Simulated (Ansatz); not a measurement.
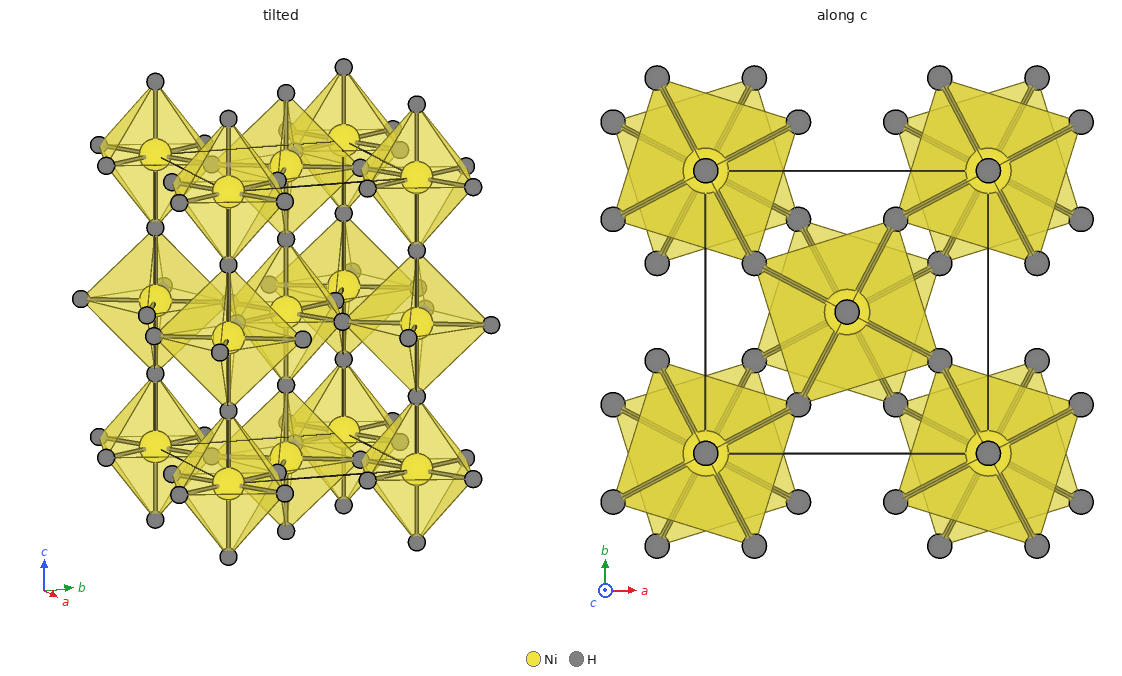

An orthographic polyhedral view of the structure, slightly off an axis and along the c axis. The edges of the conventional unit cell are marked. Some neighbours outside the box are added. Cell: a = 4.24 Å, b = 4.24 Å, c = 6.25 Å, α = 90.00°, β = 90.00°, γ = 90.00°.

Starting structure: a structure type filled with these elements by a generator (whether the compound takes this form wasn't checked). Earlier steps of the study, as a rule a relaxation of our own, may have changed the cell and positions, so they can lie some per cent off the listed ones. It was run through Ansatz as a DFT input.

Summary of the structure:

Formula: NiH3. Symmetry: I4/mcm (No. 140), body-centred tetragonal lattice. In the cell are 4 Ni, 12 H, which makes 4 formula units. The polyhedra are NiH6 octahedra; they share corners. About every Ni there are six H in an octahedral arrangement at about 1.6 Å. Each H has two Ni at about 1.6 Å. The bonds build a three-dimensional framework.

All computed values are from Ansatz, DFT PBE, scalar-relativistic, plane waves, PAW. Settings: plane waves up to 420 eV, k-points about 0.17 Å⁻¹ apart, Gaussian smearing of 0.1 eV, no spin polarisation (a spin-restricted run, not always the ground state).

Is the electronic structure metallic or gapped?

A metal: bands cross the Fermi level.

List the Bader charges.

Ni +0.53 e; H -0.18 e.

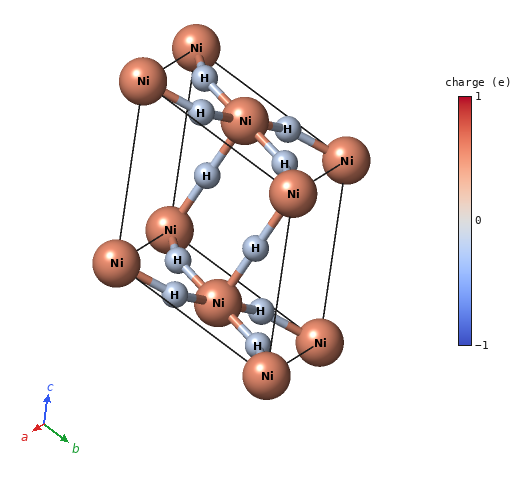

The atoms coloured by those charges. The run's cell of 8 atoms is drawn in a reduced setting, so axes and origin can differ from the first picture.

Does the calculation find this structure at rest?

Yes. All forces vanish to within 0.01 eV/Å. The pressure is 0.0 GPa, close to zero.
